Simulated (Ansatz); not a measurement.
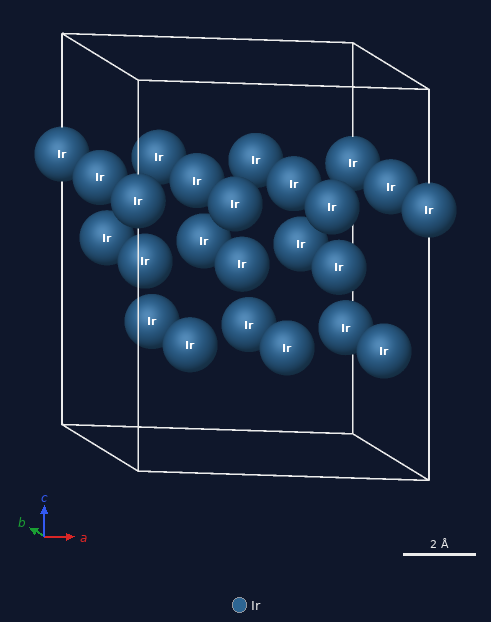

*The structure (spheres-only view of the 3 × 2 repeat of the cell, with the vacuum cut short, seen slightly off an axis). An atom can appear more than once, as a periodic image.*

**Ir: single-point calculation**

The run: single-point calculation of Ir (slab, 3 atoms in the cell). Method and program: DFT PBE, scalar-relativistic, plane waves, PAW, PAW set soft_1, no spin polarisation (Ansatz 0.2.0).

The structure derives from an entry of the Crystallography Open Database.

Input:
```yaml
crystal:
  lattice:
    - [2.7367600872, 0.0, 0.0]
    - [-1.3683800436, 2.3701037596, 0.0]
    - [0.0, 0.0, 19.842580073]
  atoms:
    - { symbol: Ir, position: [0.6666666667, 0.3333333333, 0.2015866881] }
    - { symbol: Ir, position: [0.3333333333, 0.6666666667, 0.3110139949] }
    - { symbol: Ir, position: [0.0, 0.0, 0.4204382718] }
basis:
  ecutwfc: 420
kpoints:
  mp_grid: { grid: [12, 12, 1] }
hamiltonian:
  xc: pbe
  pseudopotentials: { kind: paw, azcp: { folder: soft_1 } }
scf:
  occupations: { method: gaussian, width: 0.1 }
output:
  forces: true
  eigenvalues: true
efield:
  axis: 3
  dipole_correction: true
  ramp_width: 0.04
```

Hardware: 1 thread of Arm Neoverse V1, 24 GiB of memory available, shared host.

Run as:
```bash
ansatz run input.yaml --threads 1 --pin off --max-ram 3072MiB --backend cpu --events-out ev --progress --plain --runs-dir out
```

Log:
```
Engine: ansatz 0.2.0, aarch64-unknown-linux-gnu
Pseudopotentials: kind: paw
Pseudopotential: Ir, paw, valence charge 17, recommended cutoff 420 eV (normal), [file]
Functional definition: PBE
  parameter kappa = 0.804
  parameter beta = 0.06672455060314922
  exchange = pbe_x(kappa = kappa, mu = beta*pi^2/3)
  correlation = pbe_c(beta = beta)
Crystal: 3 atoms, lattice volume = 128.707 Å³
Basis set: ecut = 420 eV, 2521 PW (Γ), exchange–correlation on 40×40×270 points (8 copies of the dense FFT grid, shifted against one another)
Bands: 31, of which v1, the nominal top of the filled ones, is band 26 counted from 1 (25 counted from 0)
Symmetry: 6 space group operations
k-points: 19 of 144 (time reversal used)
Non-local potential: Ir, projectors of the file, l = 0: 3, l = 1: 2, l = 2: 2, l = 3: 1
PAW form: soft (Blöchl's): semilocal exchange-correlation on the pseudo side does not see the compensation charge
PAW one-centre angular grid: Ir, 590 points (default); XC on 64 Gauss nodes
Initial density: superposition of atomic densities (neutral atoms: chi_scale 0, normalization atom)
Initial wavefunctions: pseudopotential atomic-orbital guess
Functional: x = pbe(κ = 0.804, μ = 0.2195149727645171), c = pbe(β = 0.06672455060314922)
SCF iter   1: F=—  HF=-35809.035659 eV  |F-HF|=—  |Δ(HF+E_count)|=         —  Δρ=2.94e-2  dr2=1.59e0  ethr=3.10e-3  p=0.000 e·Å  D=4.72e-9 V/Å  ΔV_dip=-0.00 eV  dr2_dipole=8.52e-9  V_vac-E_F(+/−)=6.50/6.50 eV  ⟨swp⟩=8.4  Hψ=2910  notcnv=0
efield: sawtooth ramp at fractional position 0.7910 (placed from the atoms, in the widest stretch of the axis that holds none; the zero of the levels goes with the place), width 0.0400; the density the first Hamiltonian is built on has a dipole p = 0.000 e·Å; the dipole correction subtracts the counter field D = 4.72e-9 V/Å, which shifts the + side's vacuum level by -0.00 eV against the − side's; the planar-averaged density in the ramp window peaks in size at 5.7e-7 e/Å³
preconditioner: auto → LDOS  [insulator: Δε(μ)=0.135 eV  Ē_g=6.411 eV  σ=0.100 eV  W_gap=0.58  n_scr=14 (ndim 8)  ℏωp=17.0 eV  f_vac=0.587  D(μ)=3.19/eV (n_scr^D=12)  ε∞_Penn≈8.0  β→1.0]
SCF iter   2: F=—  HF=-35809.210805 eV  |F-HF|=—  |Δ(HF+E_count)|=   1.75e-1  Δρ=3.15e-2  dr2=2.35e0  ethr=3.10e-3  p=-0.000 e·Å  D=-6.47e-4 V/Å  ΔV_dip=0.01 eV  dr2_dipole=6.27e-6  V_vac-E_F(+/−)=5.09/5.08 eV  ⟨swp⟩=3.2  Hψ=1566  notcnv=0  defer=9
SCF iter   3: F=—  HF=-35808.626305 eV  |F-HF|=—  |Δ(HF+E_count)|=   5.84e-1  Δρ=3.79e-3  dr2=2.12e-2  ethr=3.10e-3  p=-0.000 e·Å  D=-2.85e-5 V/Å  ΔV_dip=0.00 eV  dr2_dipole=3.14e-7  V_vac-E_F(+/−)=5.61/5.61 eV  ⟨swp⟩=2.1  Hψ=1021  notcnv=0  defer=9
SCF iter   4: F=—  HF=-35808.621185 eV  |F-HF|=—  |Δ(HF+E_count)|=   5.12e-3  Δρ=1.44e-3  dr2=2.07e-3  ethr=4.16e-5  p=-0.000 e·Å  D=-1.20e-4 V/Å  ΔV_dip=0.00 eV  dr2_dipole=2.16e-6  V_vac-E_F(+/−)=5.42/5.42 eV  ⟨swp⟩=2.5  Hψ=1262  notcnv=0  defer=9
SCF iter   5: F=—  HF=-35808.621396 eV  |F-HF|=—  |Δ(HF+E_count)|=   2.11e-4  Δρ=4.17e-4  dr2=2.61e-4  ethr=4.06e-6  p=0.000 e·Å  D=5.28e-6 V/Å  ΔV_dip=-0.00 eV  dr2_dipole=5.51e-7  V_vac-E_F(+/−)=5.38/5.38 eV  ⟨swp⟩=3.1  Hψ=1212  notcnv=0  defer=9
SCF iter   6: F=—  HF=-35808.621493 eV  |F-HF|=—  |Δ(HF+E_count)|=   9.71e-5  Δρ=1.56e-4  dr2=1.09e-4  ethr=5.12e-7  p=-0.000 e·Å  D=-3.56e-5 V/Å  ΔV_dip=0.00 eV  dr2_dipole=8.59e-9  V_vac-E_F(+/−)=5.35/5.35 eV  ⟨swp⟩=2.4  Hψ=964  notcnv=0  defer=9
SCF iter   7: F=—  HF=-35808.621483 eV  |F-HF|=—  |Δ(HF+E_count)|=   9.63e-6  Δρ=5.94e-5  dr2=1.06e-5  ethr=2.15e-7  p=0.000 e·Å  D=2.23e-5 V/Å  ΔV_dip=-0.00 eV  dr2_dipole=1.42e-8  V_vac-E_F(+/−)=5.34/5.34 eV  ⟨swp⟩=2.1  Hψ=816  notcnv=0  defer=9
SCF iter   8: F=—  HF=-35808.621476 eV  |F-HF|=—  |Δ(HF+E_count)|=   7.65e-6  Δρ=2.12e-5  dr2=1.48e-6  ethr=2.08e-8  p=-0.000 e·Å  D=-1.44e-5 V/Å  ΔV_dip=0.00 eV  dr2_dipole=3.15e-9  V_vac-E_F(+/−)=5.34/5.34 eV  ⟨swp⟩=2.8  Hψ=1019  notcnv=0  defer=9
SCF iter   9: F=—  HF=-35808.621476 eV  |F-HF|=—  |Δ(HF+E_count)|=   6.99e-8  Δρ=8.99e-6  dr2=1.07e-7  ethr=2.90e-9  p=0.000 e·Å  D=2.11e-6 V/Å  ΔV_dip=-0.00 eV  dr2_dipole=1.75e-10  V_vac-E_F(+/−)=5.34/5.34 eV  ⟨swp⟩=2.5  Hψ=935  notcnv=0  defer=9
SCF iter  10: F=-35808.621476 eV  HF=-35808.621476 eV  |F-HF|=1.13e-8  |Δ(HF+E_count)|=   1.06e-7  Δρ=1.50e-6  dr2=3.45e-9  ethr=1.96e-10  p=-0.000 e·Å  D=-3.05e-7 V/Å  ΔV_dip=0.00 eV  dr2_dipole=1.03e-11  V_vac-E_F(+/−)=5.34/5.34 eV  ⟨swp⟩=11.1  Hψ=2681  notcnv=0
SCF 1 converged in 10 iterations: F = -35808.621476 eV  dr2 = 3.45e-9
  greatest PAW one-centre occupation: 1.000 electrons in one spin orbital (limit 2), on the Ir atom at site 1 (counted from 0), in its partial waves of l = 0
```

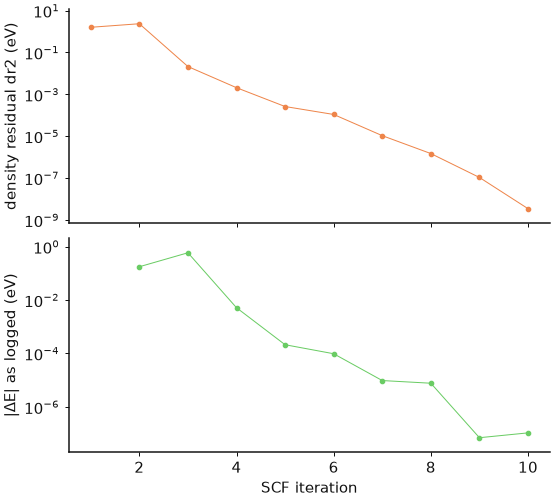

*Convergence of the self-consistent field: density residual dr2 and size of the energy change against the SCF iteration.*

The residual falls almost steadily, with no more than small rises.

```
SCF converged after 10 iterations
Free energy (F): -35808.621476 eV
Harris-Foulkes:  -35808.621476 eV  (|F-HF|=1.13e-8)
Internal energy: -35808.601252 eV  (E = F + TS)
E sigma→0 (E₀):  -35808.611364 eV
Entropy (-TS):   -0.020223 eV (-6.741 meV/atom)
Fermi energy:    4.909571 eV
Dipole field:    D = 0.000005 V/Å  (p = 0.000004 e·Å, saw-weighted, corrected)
Work function:   Φ+ = 5.3356 eV   Φ− = 5.3357 eV
Levels:          The Fermi level and band energies are counted from a zero that moves with the ramp; work functions are not
--- Per-component energies (eV) ---
  E_band       = -1291.734154
  E_kinetic    = 1614.605724
  E_local      = -59327.296166  (includes V_loc(G=0)·N_el)
  E_nonlocal   = 570.209070
  E_hartree    = 28728.922410
  E_xc         = -687.370460
  E_vxc        = -765.417230  (∫ρ·V_xc dr)
  E_paw        = -27795.431044  (= ΣΔE_a)
  E_vpaw       = -841.686243  (= ΣTr[D̂ρ^β])
  E_aug_tail   = 0.001055  (compensation charges beyond the density's cutoff)
  E_efield     = 0.000000  (sawtooth field / dipole correction)
  E_vefield    = -0.000000  (∫n·V_field dr)
  E_ewald      = 21087.758158
  E_smearing   = -0.020223  (= −TS)
  E_closure    = -0.000000  (closes the sum)
  Σ components = -35808.621476   (vs F -35808.621476, Δ=0.00e0)
--- Forces (eV/Å), atoms counted from 1 ---
  atom   1  Ir     0.00000000    -0.00000000    -0.00012544
  atom   2  Ir     0.00000000    -0.00000000    -0.00056872
  atom   3  Ir     0.00000000     0.00000000     0.00068846
  max |Σ_I F_I| component: 5.70e-6 eV/Å
--- Band table (eV; the first three rows and the last of 19) ---
  k-point 0: bands = ["-88.1161", "-87.4823", "-87.4811", "-45.0923", "-44.6332", "-44.6332", "-44.2619", "-44.1453", "-44.0241", "-44.0241", "-44.0203", "-44.0203", "-5.1847", "-3.0599", "-2.7426", "1.1134", "1.1134", "1.2804", "1.4710", "1.6389", "1.6389", "2.0905", "2.0905", "3.7778", "3.8044", "3.8044", "4.5447", "4.5447", "5.2727", "5.6305", "5.6305"]
  k-point 1: bands = ["-88.1134", "-87.4797", "-87.4786", "-45.0833", "-44.6762", "-44.6428", "-44.2519", "-44.1489", "-44.0587", "-44.0568", "-44.0332", "-44.0290", "-4.9228", "-2.7976", "-2.4890", "0.7784", "1.1521", "1.2560", "1.3135", "1.7718", "1.8402", "2.0177", "2.3051", "3.1976", "3.7030", "3.7525", "4.2531", "4.5715", "5.2255", "5.6459", "6.9099"]
  k-point 2: bands = ["-88.1061", "-87.4726", "-87.4717", "-45.0594", "-44.7881", "-44.6687", "-44.2305", "-44.1780", "-44.1600", "-44.1269", "-44.0579", "-44.0526", "-4.2033", "-2.1385", "-1.8315", "0.1986", "0.5927", "1.1507", "1.7130", "1.8211", "2.0113", "2.0913", "2.6348", "2.9242", "3.2086", "3.6528", "4.0897", "4.5722", "5.6875", "6.1660", "8.4028"]
  k-point 18: bands = ["-88.0710", "-87.4386", "-87.4385", "-45.0435", "-45.0435", "-44.9565", "-44.4106", "-44.4017", "-44.4016", "-44.3501", "-44.1583", "-44.1582", "-0.8735", "-0.8703", "-0.8701", "-0.0988", "-0.0988", "1.3055", "1.9333", "1.9334", "1.9459", "1.9821", "3.5844", "3.5844", "5.0158", "5.0158", "5.3864", "10.5431", "10.6768", "10.6768", "12.7606"]
```

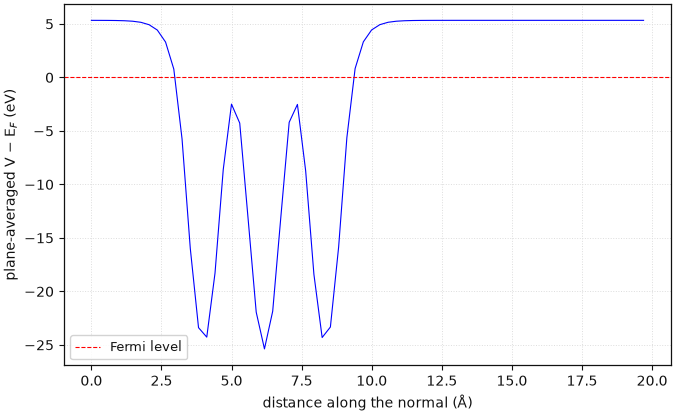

*Plane average of the electrostatic potential energy of an electron across the cell, from the Fermi level.*

The vacuum level lies 5.34 eV above the Fermi level.

Summary:

- outcome: converged
- electrons treated: 51
- free energy: −35808.6215 eV
- work function, top face: 5.34 eV
- work function, bottom face: 5.34 eV
- Fermi energy: 4.910 eV
- gap on the k-point mesh: none (metallic)
- work function (upper face): 5.34 eV
- largest force (length of the vector): 0.001 eV/Å
- wall time: 8.6 s
- peak memory: 0.33 GiB

Notes:

Spin–orbit coupling is left out, which matters for Ir.
